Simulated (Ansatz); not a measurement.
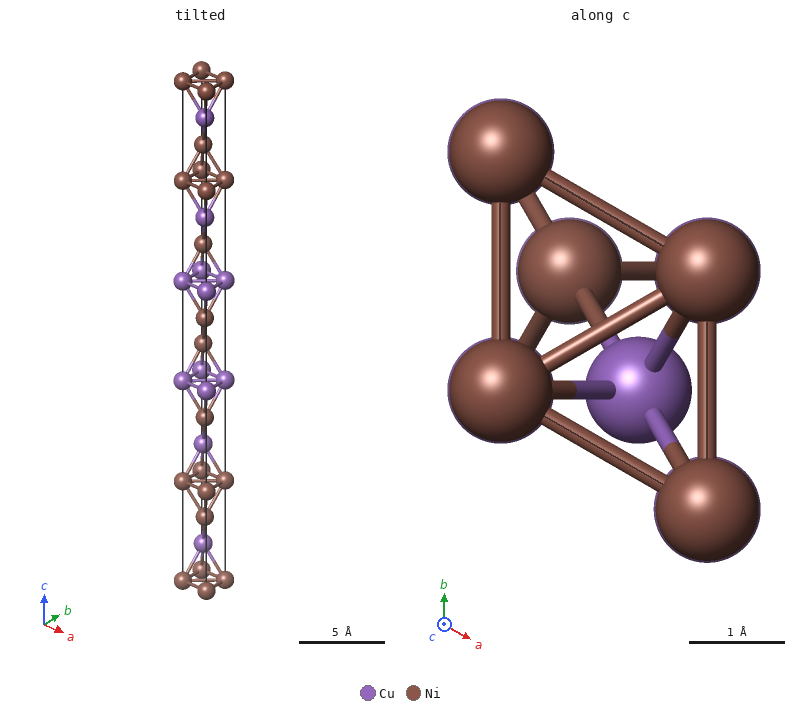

Shown here is a ball-and-stick view of the crystal, taken slightly off an axis and along the c axis. One conventional unit cell is framed, with atoms on its boundary repeated. Cell: a = 2.51 Å, b = 2.51 Å, c = 30.94 Å, α = 90.00°, β = 90.00°, γ = 120.00°.

Origin of the cell: a structure type filled with these elements by a generator (whether the compound takes this form wasn't checked). Earlier steps of the study may have refined or changed the cell and positions. It was run through Ansatz as a DFT input.

**State composition, symmetry and coordination.**

Formula: Cu$_{2}$Ni$_{3}$. Space group R-3m (No. 166), lattice rhombohedral (trigonal R). It has 15 atoms to the cell (6 Cu, 9 Ni). The neighbours of Cu are six Cu and six Ni in a cuboctahedral arrangement (about 2.5 Å to Cu, 2.5 Å to Ni). Ni takes two kinds of site: 6c with nine Ni and three Cu in a cuboctahedral arrangement (about 2.5 Å to Ni, 2.5 Å to Cu); 3a with six Cu and six Ni in a cuboctahedral arrangement (about 2.5 Å to Cu, 2.5 Å to Ni). The bonds build a three-dimensional framework.

Level of theory and settings: DFT LDA, scalar-relativistic, plane waves, PAW (Ansatz 0.2.0), wavefunction cutoff 420 eV, k-points about 0.16 Å⁻¹ apart, Gaussian smearing of 0.1 eV, collinear spins.

**Which atoms carry magnetic moments in this run, and how do they order?**

The state reached is ferromagnetic. Sizes: Ni 0.5 μB; net moment 1.1 μB in the run's cell of 5 atoms.

**Is the electronic structure metallic or gapped?**

A metal: bands cross the Fermi level.

**Predict the Bader charges.**

Cu +0.03 e; Ni -0.02 e.

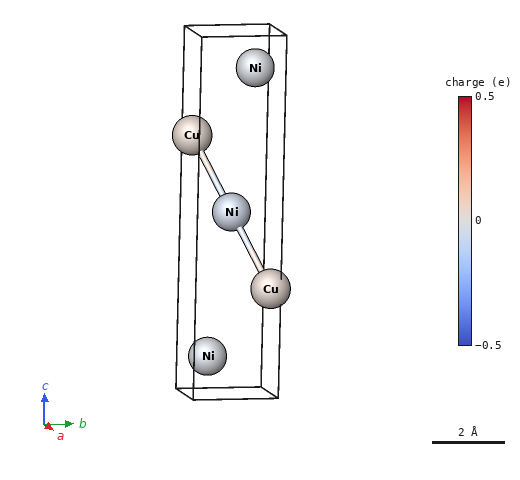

The atoms coloured by those charges. The run's cell of 5 atoms is drawn in a reduced setting, so axes and origin can differ from the first picture.

**Can this geometry be taken as optimised?**

No. The largest force is 0.06 eV/Å, on Ni. The pressure is -16.0 GPa, so the cell would contract.
